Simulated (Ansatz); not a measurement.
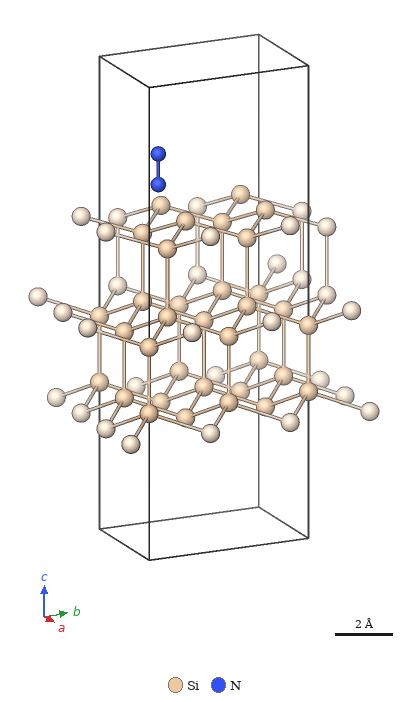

**Figure 1.** The structure as given in the input (ball-and-stick view of the cell of the calculation, with the vacuum cut short, seen slightly off an axis; neighbours outside the cell are drawn fainter).

**Si$_{12}$N: geometry relaxation (part 1 of 4)**

System: Si$_{12}$N (slab, 26 atoms in the cell).
Method: DFT PBE, scalar-relativistic, plane waves, PAW, no spin polarisation (Ansatz 0.2.0).

The structure derives from an entry of the Crystallography Open Database. The input holds or restrains some coordinates. It belongs to a series of runs on one base structure; here: 1 N2 a cell, upright, over a bridge Si-Si site.

## Input
```yaml
crystal:
  lattice:
    - [7.7354121523, 0.0, 0.0]
    - [-3.8677060762, 6.6990634327, 0.0]
    - [0.0, 0.0, 26.2054297712]
  atoms:
    - { symbol: Si, position: [0.6666666667, 0.3333333333, 0.3052802442] }
    - { symbol: Si, position: [0.6666666667, 0.8333333333, 0.3052802442] }
    - { symbol: Si, position: [0.1666666667, 0.3333333333, 0.3052802442] }
    - { symbol: Si, position: [0.1666666667, 0.8333333333, 0.3052802442] }
    - { symbol: Si, position: [0.5, 0.5, 0.3354072906] }
    - { symbol: Si, position: [0.5, 0.0, 0.3354072906] }
    - { symbol: Si, position: [0.0, 0.5, 0.3354072906] }
    - { symbol: Si, position: [0.0, 0.0, 0.3354072906] }
    - { symbol: Si, position: [0.0, 0.5, 0.4257884295] }
    - { symbol: Si, position: [0.0, 0.0, 0.4257884295] }
    - { symbol: Si, position: [0.5, 0.5, 0.4257884295] }
    - { symbol: Si, position: [0.5, 0.0, 0.4257884295] }
    - { symbol: Si, position: [0.8333333333, 0.6666666667, 0.4550521013] }
    - { symbol: Si, position: [0.8333333333, 0.1666666667, 0.4550521013] }
    - { symbol: Si, position: [0.3333333333, 0.6666666667, 0.4550521013] }
    - { symbol: Si, position: [0.3333333333, 0.1666666667, 0.4550521013] }
    - { symbol: Si, position: [0.3333333333, 0.6666666667, 0.5481882545] }
    - { symbol: Si, position: [0.3333333333, 0.1666666667, 0.5481882545] }
    - { symbol: Si, position: [0.8333333333, 0.6666666667, 0.5481882545] }
    - { symbol: Si, position: [0.8333333333, 0.1666666667, 0.5481882545] }
    - { symbol: Si, position: [0.1666666667, 0.8333333333, 0.574104912] }
    - { symbol: Si, position: [0.1666666667, 0.3333333333, 0.574104912] }
    - { symbol: Si, position: [0.6666666667, 0.8333333333, 0.574104912] }
    - { symbol: Si, position: [0.6666666667, 0.3333333333, 0.574104912] }
    - { symbol: "N", position: [-0.0833333333, 0.0833333333, 0.6420297663] }
    - { symbol: "N", position: [-0.0833333333, 0.0833333333, 0.6840057999] }
basis:
  ecutwfc: 420
kpoints:
  mp_grid: { grid: [3, 3, 1] }
hamiltonian:
  xc: pbe
scf:
  occupations: { method: gaussian, width: 0.05 }
output:
  forces: true
  eigenvalues: true
  write_density: true
  write_potential: true
  elf: true
  volumetric_format: npy
relax:
  adjacent_minimum: "off"
  f_tol: 0.04
  max_steps: 100
  constraints: [{ sites: [0, 1, 2, 3, 4, 5, 6, 7, 8, 9, 10, 11] }]
efield:
  axis: 3
  dipole_correction: true
  ramp_width: 0.04
```

Hardware: 2 threads of Intel Xeon @ 2.50GHz (Skylake/Cascade Lake), 16 GiB of memory available, shared host.

Launch command:
```bash
ansatz run input.yaml --threads 2 --pin off --max-ram 6144MiB --backend cpu --events-out ev --progress --plain --runs-dir out
```

## Log
```
Engine: ansatz 0.2.0, x86_64-unknown-linux-gnu
Pseudopotentials: kind: paw
Pseudopotential: Si, paw, valence charge 4, recommended cutoff 420 eV (normal), Si.paw.azcp
Pseudopotential: N, paw, valence charge 5, recommended cutoff 420 eV (normal), N.paw.azcp
Functional definition: PBE
  parameter kappa = 0.804
  parameter beta = 0.06672455060314922
  exchange = pbe_x(kappa = kappa, mu = beta*pi^2/3)
  correlation = pbe_c(beta = beta)
Crystal: 26 atoms, lattice volume = 1357.966 Å³
Basis set: ecut = 420 eV, 26469 PW (Γ), exchange–correlation on 108×108×360 points (8 copies of the dense FFT grid, shifted against one another)
Bands: 79, of which v1, the nominal top of the filled ones, is band 53 counted from 1 (52 counted from 0)
Symmetry: 2 space group operations
Space group: Cm (ITA 8), of the structure as read, at distance tolerance 1.1e-4 Å
k-points: 4 of 9 (time reversal used)
Non-local potential: Si, projectors of the file, l = 0: 2, l = 1: 2, l = 2: 2
Non-local potential: N, projectors of the file, l = 0: 2, l = 1: 2, l = 2: 1
PAW form: soft (Blöchl's): semilocal exchange-correlation on the pseudo side does not see the compensation charge
PAW one-centre angular grid: Si, 110 points (default); XC on 64 Gauss nodes
PAW one-centre angular grid: N, 110 points (default); XC on 64 Gauss nodes
Initial density: superposition of atomic densities (neutral atoms: chi_scale 0, normalization atom), corrected by the library's trained network
Initial wavefunctions: pseudopotential atomic-orbital guess
Functional: x = pbe(κ = 0.804, μ = 0.2195149727645171), c = pbe(β = 0.06672455060314922)
SCF iter   1: F=—  HF=-16017.210370 eV  |F-HF|=—  |Δ(HF+E_count)|=         —  Δρ=3.36e-3  dr2=1.30e0  ethr=1.77e-3  p=-0.072 e·Å  D=-9.64e-3 V/Å  ΔV_dip=0.25 eV  dr2_dipole=3.51e-1  V_vac-E_F(+/−)=5.20/4.95 eV  ⟨swp⟩=8.8  Hψ=1882  notcnv=0  defer=25
efield: sawtooth ramp at fractional position 0.9746 (placed from the atoms, in the widest stretch of the axis that holds none; the zero of the levels goes with the place), width 0.0400; the density the first Hamiltonian is built on has a dipole p = -0.072 e·Å; the dipole correction subtracts the counter field D = -9.64e-3 V/Å, which shifts the + side's vacuum level by +0.25 eV against the − side's; the planar-averaged density in the ramp window peaks in size at 2.8e-5 e/Å³
preconditioner: auto → LDOS  [metal: Δε(μ)=0.035 eV  Ē_g=7.539 eV  σ=0.050 eV  W_gap=0.35  n_scr=134 (ndim 8)  ℏωp=10.3 eV  f_vac=0.546  D(μ)=14.46/eV (n_scr^D=64)  β→1.0]
SCF iter   2: F=—  HF=-16017.125152 eV  |F-HF|=—  |Δ(HF+E_count)|=   8.52e-2  Δρ=1.54e-3  dr2=9.22e-2  ethr=1.23e-3  p=-0.010 e·Å  D=-1.36e-3 V/Å  ΔV_dip=0.04 eV  dr2_dipole=8.11e-3  V_vac-E_F(+/−)=4.91/4.88 eV  ⟨swp⟩=1.5  Hψ=369  notcnv=0  defer=60
SCF iter   3: F=—  HF=-16017.123064 eV  |F-HF|=—  |Δ(HF+E_count)|=   2.09e-3  Δρ=8.19e-4  dr2=6.13e-2  ethr=8.70e-5  p=0.008 e·Å  D=1.07e-3 V/Å  ΔV_dip=-0.03 eV  dr2_dipole=1.78e-2  V_vac-E_F(+/−)=4.85/4.88 eV  ⟨swp⟩=2.0  Hψ=480  notcnv=0  defer=75
SCF iter   4: F=—  HF=-16017.122981 eV  |F-HF|=—  |Δ(HF+E_count)|=   8.36e-5  Δρ=7.83e-4  dr2=1.61e-2  ethr=5.78e-5  p=0.008 e·Å  D=1.08e-3 V/Å  ΔV_dip=-0.03 eV  dr2_dipole=4.56e-4  V_vac-E_F(+/−)=4.83/4.85 eV  ⟨swp⟩=2.0  Hψ=464  notcnv=0  defer=75
SCF iter   5: F=—  HF=-16017.120378 eV  |F-HF|=—  |Δ(HF+E_count)|=   2.60e-3  Δρ=2.16e-4  dr2=1.54e-3  ethr=1.52e-5  p=0.015 e·Å  D=2.05e-3 V/Å  ΔV_dip=-0.05 eV  dr2_dipole=1.14e-4  V_vac-E_F(+/−)=4.79/4.84 eV  ⟨swp⟩=2.0  Hψ=418  notcnv=0  defer=75
SCF iter   6: F=—  HF=-16017.120407 eV  |F-HF|=—  |Δ(HF+E_count)|=   2.88e-5  Δρ=1.08e-4  dr2=6.87e-4  ethr=1.45e-6  p=0.015 e·Å  D=2.00e-3 V/Å  ΔV_dip=-0.05 eV  dr2_dipole=2.04e-4  V_vac-E_F(+/−)=4.79/4.84 eV  ⟨swp⟩=2.0  Hψ=454  notcnv=0  defer=75
SCF iter   7: F=—  HF=-16017.120368 eV  |F-HF|=—  |Δ(HF+E_count)|=   3.86e-5  Δρ=5.29e-5  dr2=1.10e-4  ethr=6.48e-7  p=0.015 e·Å  D=1.94e-3 V/Å  ΔV_dip=-0.05 eV  dr2_dipole=2.30e-5  V_vac-E_F(+/−)=4.79/4.84 eV  ⟨swp⟩=2.0  Hψ=256  notcnv=0  defer=75
SCF iter   8: F=-16017.120365 eV  HF=-16017.120374 eV  |F-HF|=8.97e-6  |Δ(HF+E_count)|=   6.04e-6  Δρ=2.52e-5  dr2=2.36e-5  ethr=3.77e-8  p=0.014 e·Å  D=1.88e-3 V/Å  ΔV_dip=-0.05 eV  dr2_dipole=6.65e-6  V_vac-E_F(+/−)=4.79/4.84 eV  ⟨swp⟩=29.5  Hψ=3897  notcnv=0
SCF 1 converged in 8 iterations: F = -16017.120365 eV  dr2 = 2.36e-5
  greatest PAW one-centre occupation: 0.855 electrons in one spin orbital (limit 2), on the N atom at site 25 (counted from 0), in its partial waves of l = 0
relax step   1: F+E_penalty+E_count = -16017.12036526 eV  Δ(F+E_penalty+E_count) = +0.000e0 eV  max|allowed force component| = 2.169e0 eV/Å  Δτ_max = 0.0000 Å  (8 SCF iters, dr2 threshold 4.00e-5 eV, accepted)
Initial density: handed on by an earlier stage of this run
Initial wavefunctions: those handed on with the density
iter 1 solved again at ethr=4.22e-4 eV; its pass at ethr=3.10e-3 eV (dr2=4.47e-1 eV) is discarded
SCF iter   1: F=—  HF=-16017.486440 eV  |F-HF|=—  |Δ(HF+E_count)|=         —  Δρ=1.12e-2  dr2=4.59e-1  ethr=4.22e-4  p=0.014 e·Å  D=1.88e-3 V/Å  ΔV_dip=-0.05 eV  dr2_dipole=8.90e-5  V_vac-E_F(+/−)=4.78/4.83 eV  ⟨swp⟩=1.2  Hψ=1249  notcnv=0  defer=60
efield: sawtooth ramp at fractional position 0.9746 (handed on by an earlier solve), width 0.0400; the density the first Hamiltonian is built on has a dipole p = 0.014 e·Å; the dipole correction subtracts the counter field D = 1.88e-3 V/Å, which shifts the + side's vacuum level by -0.05 eV against the − side's; the planar-averaged density in the ramp window peaks in size at 7.5e-8 e/Å³
preconditioner: auto → LDOS  [insulator: Δε(μ)=0.050 eV  Ē_g=7.524 eV  σ=0.050 eV  W_gap=0.52  n_scr=134 (ndim 8)  ℏωp=10.3 eV  f_vac=0.547  D(μ)=16.07/eV (n_scr^D=66)  ε∞_Penn≈2.9  β→1.0]
SCF iter   2: F=—  HF=-16017.517594 eV  |F-HF|=—  |Δ(HF+E_count)|=   3.12e-2  Δρ=5.96e-3  dr2=4.60e-1  ethr=4.22e-4  p=-0.023 e·Å  D=-3.10e-3 V/Å  ΔV_dip=0.08 eV  dr2_dipole=3.19e-3  V_vac-E_F(+/−)=4.92/4.84 eV  ⟨swp⟩=4.0  Hψ=664  notcnv=0  defer=61
SCF iter   3: F=—  HF=-16017.430810 eV  |F-HF|=—  |Δ(HF+E_count)|=   8.68e-2  Δρ=2.42e-3  dr2=7.68e-2  ethr=4.22e-4  p=0.003 e·Å  D=4.11e-4 V/Å  ΔV_dip=-0.01 eV  dr2_dipole=1.11e-3  V_vac-E_F(+/−)=4.82/4.84 eV  ⟨swp⟩=2.5  Hψ=579  notcnv=0  defer=69
SCF iter   4: F=—  HF=-16017.419112 eV  |F-HF|=—  |Δ(HF+E_count)|=   1.17e-2  Δρ=4.47e-4  dr2=2.53e-3  ethr=7.25e-5  p=0.001 e·Å  D=1.14e-4 V/Å  ΔV_dip=-0.00 eV  dr2_dipole=2.10e-4  V_vac-E_F(+/−)=4.84/4.84 eV  ⟨swp⟩=2.0  Hψ=440  notcnv=0  defer=74
SCF iter   5: F=—  HF=-16017.419133 eV  |F-HF|=—  |Δ(HF+E_count)|=   2.17e-5  Δρ=1.06e-4  dr2=3.22e-4  ethr=2.38e-6  p=0.002 e·Å  D=2.26e-4 V/Å  ΔV_dip=-0.01 eV  dr2_dipole=1.27e-4  V_vac-E_F(+/−)=4.83/4.84 eV  ⟨swp⟩=2.0  Hψ=431  notcnv=0  defer=74
SCF iter   6: F=—  HF=-16017.419285 eV  |F-HF|=—  |Δ(HF+E_count)|=   1.52e-4  Δρ=3.20e-5  dr2=1.97e-5  ethr=3.04e-7  p=0.004 e·Å  D=4.89e-4 V/Å  ΔV_dip=-0.01 eV  dr2_dipole=1.11e-6  V_vac-E_F(+/−)=4.83/4.84 eV  ⟨swp⟩=2.0  Hψ=448  notcnv=0  defer=74
SCF iter   7: F=-16017.419310 eV  HF=-16017.419307 eV  |F-HF|=2.94e-6  |Δ(HF+E_count)|=   2.24e-5  Δρ=9.37e-6  dr2=2.53e-6  ethr=1.85e-8  p=0.004 e·Å  D=5.32e-4 V/Å  ΔV_dip=-0.01 eV  dr2_dipole=7.12e-7  V_vac-E_F(+/−)=4.83/4.84 eV  ⟨swp⟩=25.2  Hψ=3485  notcnv=0
SCF 2 converged in 7 iterations: F = -16017.419310 eV  dr2 = 2.53e-6
  greatest PAW one-centre occupation: 0.853 electrons in one spin orbital (limit 2), on the N atom at site 25 (counted from 0), in its partial waves of l = 0
relax step   2: F+E_penalty+E_count = -16017.41931026 eV  Δ(F+E_penalty+E_count) = -2.989e-1 eV  max|allowed force component| = 1.837e0 eV/Å  Δτ_max = 0.1950 Å  (7 SCF iters, dr2 threshold 1.00e-4 eV, accepted)
[... from here on the SCF iterations and repeated set-up lines of each step are left out, up to the last step ...]
SCF 3 converged in 6 iterations: F = -16017.513398 eV  dr2 = 1.81e-5
relax step   3: F+E_penalty+E_count = -16017.51339847 eV  Δ(F+E_penalty+E_count) = -9.409e-2 eV  max|allowed force component| = 2.955e0 eV/Å  Δτ_max = 0.1949 Å  (6 SCF iters, dr2 threshold 1.00e-4 eV, accepted)
SCF 4 converged in 6 iterations: F = -16017.639133 eV  dr2 = 6.31e-5
relax step   4: F+E_penalty+E_count = -16017.63913280 eV  Δ(F+E_penalty+E_count) = -1.257e-1 eV  max|allowed force component| = 1.185e0 eV/Å  Δτ_max = 0.2000 Å  (6 SCF iters, dr2 threshold 1.00e-4 eV, accepted)
SCF 5 converged in 7 iterations: F = -16017.727929 eV  dr2 = 3.34e-5
relax step   5: F+E_penalty+E_count = -16017.72792899 eV  Δ(F+E_penalty+E_count) = -8.880e-2 eV  max|allowed force component| = 3.680e-1 eV/Å  Δτ_max = 0.1947 Å  (7 SCF iters, dr2 threshold 1.00e-4 eV, accepted)
SCF 6 converged in 8 iterations: F = -16017.781072 eV  dr2 = 1.72e-6
relax step   6: F+E_penalty+E_count = -16017.78107160 eV  Δ(F+E_penalty+E_count) = -5.314e-2 eV  max|allowed force component| = 1.832e-1 eV/Å  Δτ_max = 0.1951 Å  (8 SCF iters, dr2 threshold 1.31e-5 eV, accepted)
SCF 7 converged in 7 iterations: F = -16017.793305 eV  dr2 = 2.23e-6
relax step   7: F+E_penalty+E_count = -16017.79330523 eV  Δ(F+E_penalty+E_count) = -1.223e-2 eV  max|allowed force component| = 6.593e-1 eV/Å  Δτ_max = 0.1768 Å  (7 SCF iters, dr2 threshold 3.24e-6 eV, accepted)
SCF 8 converged in 7 iterations: F = -16017.802256 eV  dr2 = 3.68e-6
relax step   8: F+E_penalty+E_count = -16017.80225633 eV  Δ(F+E_penalty+E_count) = -8.951e-3 eV  max|allowed force component| = 3.879e-1 eV/Å  Δτ_max = 0.2000 Å  (7 SCF iters, dr2 threshold 1.00e-4 eV, accepted)
SCF 9 converged in 6 iterations: F = -16017.808101 eV  dr2 = 4.58e-6
relax step   9: F+E_penalty+E_count = -16017.80810111 eV  Δ(F+E_penalty+E_count) = -5.845e-3 eV  max|allowed force component| = 2.601e-1 eV/Å  Δτ_max = 0.1306 Å  (6 SCF iters, dr2 threshold 5.21e-5 eV, accepted)
SCF 10 converged in 6 iterations: F = -16017.805979 eV  dr2 = 7.97e-6
relax step  10: F+E_penalty+E_count = -16017.80597936 eV  Δ(F+E_penalty+E_count) = +2.122e-3 eV  max|allowed force component| = 1.179e0 eV/Å  Δτ_max = 0.1956 Å  (6 SCF iters, dr2 threshold 2.34e-5 eV, rejected (line search))
SCF 11 converged in 9 iterations: F = -16017.809983 eV  dr2 = 7.80e-8
relax step  11: F+E_penalty+E_count = -16017.80998337 eV  Δ(F+E_penalty+E_count) = -1.882e-3 eV  max|allowed force component| = 4.861e-2 eV/Å  Δτ_max = 0.0978 Å  (9 SCF iters, accepted)
SCF 12 converged in 8 iterations: F = -16017.812104 eV  dr2 = 8.23e-8
relax step  12: F+E_penalty+E_count = -16017.81210355 eV  Δ(F+E_penalty+E_count) = -2.120e-3 eV  max|allowed force component| = 4.632e-1 eV/Å  Δτ_max = 0.0975 Å  (8 SCF iters, accepted)
SCF 13 converged in 7 iterations: F = -16017.811961 eV  dr2 = 4.24e-7
relax step  13: F+E_penalty+E_count = -16017.81196133 eV  Δ(F+E_penalty+E_count) = +1.422e-4 eV  max|allowed force component| = 6.752e-1 eV/Å  Δτ_max = 0.1335 Å  (7 SCF iters, dr2 threshold 1.34e-5 eV, rejected (line search))
SCF 14 converged in 9 iterations: F = -16017.812944 eV  dr2 = 4.16e-8
relax step  14: F+E_penalty+E_count = -16017.81294379 eV  Δ(F+E_penalty+E_count) = -8.402e-4 eV  max|allowed force component| = 5.155e-2 eV/Å  Δτ_max = 0.0563 Å  (9 SCF iters, accepted)
SCF 15 converged in 8 iterations: F = -16017.813872 eV  dr2 = 6.28e-8
relax step  15: F+E_penalty+E_count = -16017.81387188 eV  Δ(F+E_penalty+E_count) = -9.281e-4 eV  max|allowed force component| = 1.012e-1 eV/Å  Δτ_max = 0.0732 Å  (8 SCF iters, accepted)
SCF 16 converged in 7 iterations: F = -16017.814026 eV  dr2 = 2.59e-8
relax step  16: F+E_penalty+E_count = -16017.81402635 eV  Δ(F+E_penalty+E_count) = -1.545e-4 eV  max|allowed force component| = 9.005e-2 eV/Å  Δτ_max = 0.0451 Å  (7 SCF iters, accepted)
SCF 17 converged in 7 iterations: F = -16017.814095 eV  dr2 = 1.76e-8
relax step  17: F+E_penalty+E_count = -16017.81409507 eV  Δ(F+E_penalty+E_count) = -6.872e-5 eV  max|allowed force component| = 5.357e-2 eV/Å  Δτ_max = 0.0232 Å  (7 SCF iters, dr2 threshold 6.42e-6 eV, accepted)
SCF iter   1: F=—  HF=-16017.816032 eV  |F-HF|=—  |Δ(HF+E_count)|=         —  Δρ=1.46e-3  dr2=7.94e-3  ethr=8.00e-5  p=-0.006 e·Å  D=-7.57e-4 V/Å  ΔV_dip=0.02 eV  dr2_dipole=1.05e-6  V_vac-E_F(+/−)=4.79/4.77 eV  ⟨swp⟩=3.0  Hψ=665  notcnv=0  defer=59
efield: sawtooth ramp at fractional position 0.9746 (handed on by an earlier solve), width 0.0400; the density the first Hamiltonian is built on has a dipole p = -0.006 e·Å; the dipole correction subtracts the counter field D = -7.57e-4 V/Å, which shifts the + side's vacuum level by +0.02 eV against the − side's; the planar-averaged density in the ramp window peaks in size at 8.7e-8 e/Å³
preconditioner: auto → LDOS  [metal: Δε(μ)=0.045 eV  Ē_g=7.504 eV  σ=0.050 eV  W_gap=0.45  n_scr=134 (ndim 8)  ℏωp=10.3 eV  f_vac=0.535  D(μ)=11.22/eV (n_scr^D=52)  β→1.0]
SCF iter   2: F=—  HF=-16017.817407 eV  |F-HF|=—  |Δ(HF+E_count)|=   1.37e-3  Δρ=9.72e-4  dr2=1.30e-2  ethr=7.49e-6  p=-0.012 e·Å  D=-1.60e-3 V/Å  ΔV_dip=0.04 eV  dr2_dipole=5.76e-5  V_vac-E_F(+/−)=4.82/4.77 eV  ⟨swp⟩=3.0  Hψ=500  notcnv=0  defer=60
SCF iter   3: F=—  HF=-16017.817645 eV  |F-HF|=—  |Δ(HF+E_count)|=   2.38e-4  Δρ=1.03e-3  dr2=1.67e-2  ethr=7.49e-6  p=0.003 e·Å  D=3.88e-4 V/Å  ΔV_dip=-0.01 eV  dr2_dipole=9.94e-5  V_vac-E_F(+/−)=4.76/4.77 eV  ⟨swp⟩=3.0  Hψ=355  notcnv=0  defer=60
SCF iter   4: F=—  HF=-16017.815297 eV  |F-HF|=—  |Δ(HF+E_count)|=   2.35e-3  Δρ=5.35e-4  dr2=4.50e-3  ethr=7.49e-6  p=-0.001 e·Å  D=-1.57e-4 V/Å  ΔV_dip=0.00 eV  dr2_dipole=2.76e-5  V_vac-E_F(+/−)=4.78/4.77 eV  ⟨swp⟩=2.0  Hψ=345  notcnv=0  defer=60
SCF iter   5: F=—  HF=-16017.814450 eV  |F-HF|=—  |Δ(HF+E_count)|=   8.47e-4  Δρ=1.15e-4  dr2=2.04e-4  ethr=4.25e-6  p=-0.005 e·Å  D=-6.24e-4 V/Å  ΔV_dip=0.02 eV  dr2_dipole=1.21e-6  V_vac-E_F(+/−)=4.79/4.77 eV  ⟨swp⟩=2.0  Hψ=345  notcnv=0  defer=60
SCF iter   6: F=—  HF=-16017.814410 eV  |F-HF|=—  |Δ(HF+E_count)|=   4.01e-5  Δρ=1.29e-5  dr2=2.49e-6  ethr=1.93e-7  p=-0.005 e·Å  D=-7.26e-4 V/Å  ΔV_dip=0.02 eV  dr2_dipole=1.21e-8  V_vac-E_F(+/−)=4.79/4.77 eV  ⟨swp⟩=2.0  Hψ=345  notcnv=0  defer=60
SCF iter   7: F=—  HF=-16017.814143 eV  |F-HF|=—  |Δ(HF+E_count)|=   2.67e-4  Δρ=1.93e-6  dr2=1.12e-7  ethr=2.35e-9  p=-0.005 e·Å  D=-7.31e-4 V/Å  ΔV_dip=0.02 eV  dr2_dipole=3.03e-8  V_vac-E_F(+/−)=4.79/4.77 eV  ⟨swp⟩=2.0  Hψ=484  notcnv=0  defer=60
iter 8 did not close the SCF: its close was put off until two iterations running show no level that it waits for move by more than its bar (scf_convergence_deferred on its scf_iter line)
SCF iter   8: F=-16017.814143 eV  HF=-16017.814143 eV  |F-HF|=1.17e-8  |Δ(HF+E_count)|=   4.46e-9  Δρ=8.88e-7  dr2=2.05e-8  ethr=9.43e-11  p=-0.005 e·Å  D=-7.31e-4 V/Å  ΔV_dip=0.02 eV  dr2_dipole=4.19e-9  V_vac-E_F(+/−)=4.79/4.77 eV  ⟨swp⟩=16.8  Hψ=2578  notcnv=0
iter 9 did not close the SCF: its close was put off until two iterations running show no level that it waits for move by more than its bar (scf_convergence_deferred on its scf_iter line)
SCF iter   9: F=-16017.814143 eV  HF=-16017.814143 eV  |F-HF|=9.35e-10  |Δ(HF+E_count)|=   4.84e-9  Δρ=2.23e-7  dr2=1.56e-9  ethr=1.93e-11  p=-0.005 e·Å  D=-7.30e-4 V/Å  ΔV_dip=0.02 eV  dr2_dipole=1.27e-10  V_vac-E_F(+/−)=4.79/4.77 eV  ⟨swp⟩=7.0  Hψ=1820  notcnv=0
SCF iter  10: F=-16017.814143 eV  HF=-16017.814143 eV  |F-HF|=4.91e-11  |Δ(HF+E_count)|=   1.70e-9  Δρ=1.07e-7  dr2=5.39e-10  ethr=1.48e-12  p=-0.005 e·Å  D=-7.30e-4 V/Å  ΔV_dip=0.02 eV  dr2_dipole=3.52e-11  V_vac-E_F(+/−)=4.79/4.77 eV  ⟨swp⟩=6.0  Hψ=1704  notcnv=0
SCF 18 converged in 10 iterations: F = -16017.814143 eV  dr2 = 5.39e-10
relax step  18: F+E_penalty+E_count = -16017.81414277 eV  Δ(F+E_penalty+E_count) = -4.770e-5 eV  max|allowed force component| = 1.792e-2 eV/Å  Δτ_max = 0.0265 Å  (10 SCF iters, accepted)
```
